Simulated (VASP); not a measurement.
NaH

```
Na H
1.0
     0.00000    2.88863   -2.88863
     0.00000    3.02161    3.02161
     2.95512    0.00000    0.00000
Na H
2 2
Direct
  0.00000 0.00000 0.00000
  0.50000 0.50000 0.00000
  0.50000 0.00000 0.50000
  0.00000 0.50000 0.50000
```

Space group Cmmm; a structure from a database of computed crystals, not necessarily the ambient phase; changed on purpose from its base cell (strain +0.0450 x Voigt [0, 0, 0, 1, 0, 0], atoms carried along).

The calculation used Kohn-Sham DFT of a periodic cell, r2SCAN, VASP PAW PBE potentials, recommended (VASP 6.6.1).

### What can the converged valence pseudo-density and electron localisation function tell about the bonding?

Na–H (2.52 Å): ρ is about 0.07 e/Å³ halfway; the ELF climbs to about 1 towards the hydrogen: a hydride-like H with a filled shell, bound largely ionically.

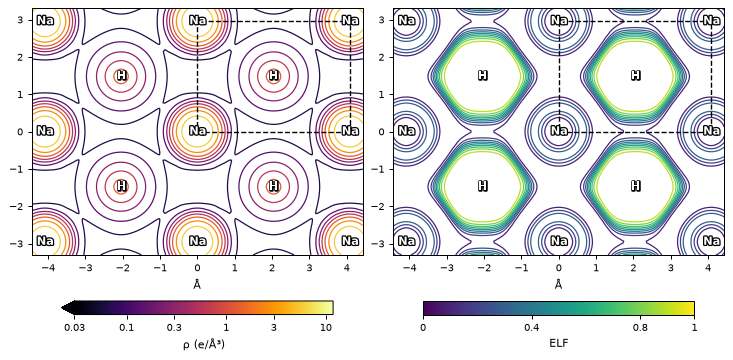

Computed valence pseudo-density and electron localisation function on the (010) plane of the conventional cell, in this order. 

The density is the valence pseudo-density of a PAW calculation; it isn't the true density close to the nuclei.
